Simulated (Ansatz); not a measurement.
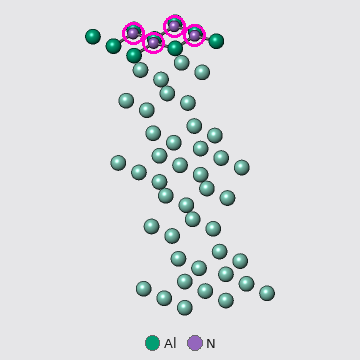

Two computed energy maps of cells of Al. The picture above is the structure of the first map at its lowest point; rings mark the moved atoms.

Map 1

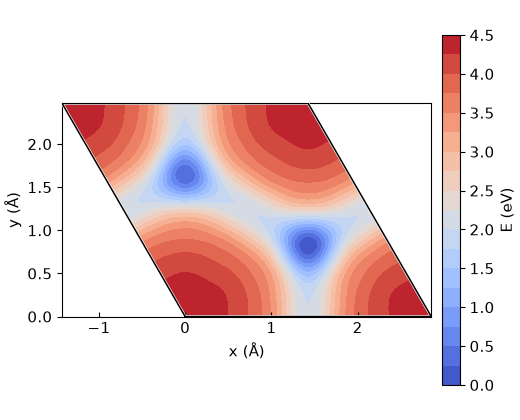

N on an Al(001) slab cut from the P6_3/mmc phase, its upper half relaxed before the scan (9 atoms of substrate and one adsorbate in a 1 × 1 cell). N is moved over the surface cell; relaxed at each place: the height of the adsorbate's atoms; substrate rigid; the origin of the map has the adsorbate above Al9. Places are given modulo a cell vector. The map is drawn in real space over the plane of the surface. The grid has 6 × 6 points; 10 points were computed and 26 follow by symmetry. Energies are in eV, from the lowest grid point. With one adsorbate in each 1 × 1 cell, its nearest image is 2.9 Å away, so neighbouring adsorbates interact. Level of theory: Ansatz, DFT PBE, scalar-relativistic, plane waves, PAW. Settings: cutoff 420 eV, k-mesh 9×9×1, gaussian smearing 0.1 eV, no spin polarisation.

In the figure: filled contours, the outline of one cell of the plane. Between grid points the surface is interpolated.

Map 2

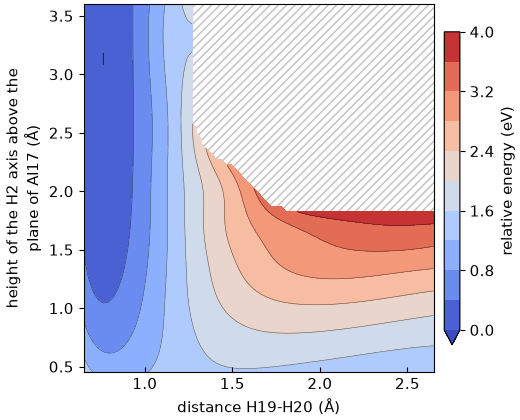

H₂ on an Al(101) slab cut from the P6_3/mmc phase, its upper half relaxed before the scan (18 atoms of substrate and one adsorbate in a 2 × 1 cell). 
- H2 lies flat over one site of a rigid substrate while its bond length and height are varied; it sits over a hollow site, heights counted from the top plane, its axis along the second surface vector.
- The first coordinate is: distance H19-H20; the second: height of the H2 axis above the plane of Al17.
- The scan uses an 8 × 9 grid. At 15 points there is no value (left out: too close to the surface, or the stretched molecule far from it).
- Points are written as (first, second).
- All energies are given in eV relative to the lowest grid point.
- This map comes from DFT PBE, scalar-relativistic, plane waves, PAW in Ansatz. Settings: cutoff 420 eV, k-mesh 5×3×1, gaussian smearing 0.1 eV, no spin polarisation.

Drawn: filled contours, hatched blanks where no value was computed. Between grid points the surface is interpolated.

What does each map show?

Map 1: The lowest grid point is at a threefold hollow over a second-layer Al atom, (4/6, 2/6) of the cell vectors. There is a further well near a threefold hollow over a third-layer Al atom, (2/6, 4/6) of the cell vectors (0.25 eV above the lowest at that grid point). The highest grid point, the top site over a surface Al atom, (0/6, 0/6) of the cell vectors, lies 4.39 eV above the lowest. On the interpolated surface the easiest way out of the lowest well to the well at a threefold hollow over a third-layer Al atom, (2/6, 4/6) of the cell vectors passes a barrier of about 2 eV. At the lowest point the adsorbate has 3 Al at 1.68 Å as nearest neighbours, at the highest 1 Al at 1.84 Å. Its relaxed height above the top atom is 0.35 Å at the lowest and 1.84 Å at the highest point.
Map 2: The lowest grid point is at (0.750 Å, 3.00 Å). The highest grid point, (2.650 Å, 1.73 Å), lies 3.62 eV above the lowest. On the interpolated surface the lowest path from the intact molecule far from the surface, about (0.76 Å, 3.11 Å), to the stretched end of the scan, about (2.54 Å, 0.45 Å), has its top at (1.495 Å, 0.45 Å), about 1.6 eV above the start and 0.22 eV above the end.

PAW datasets: the set soft_1.
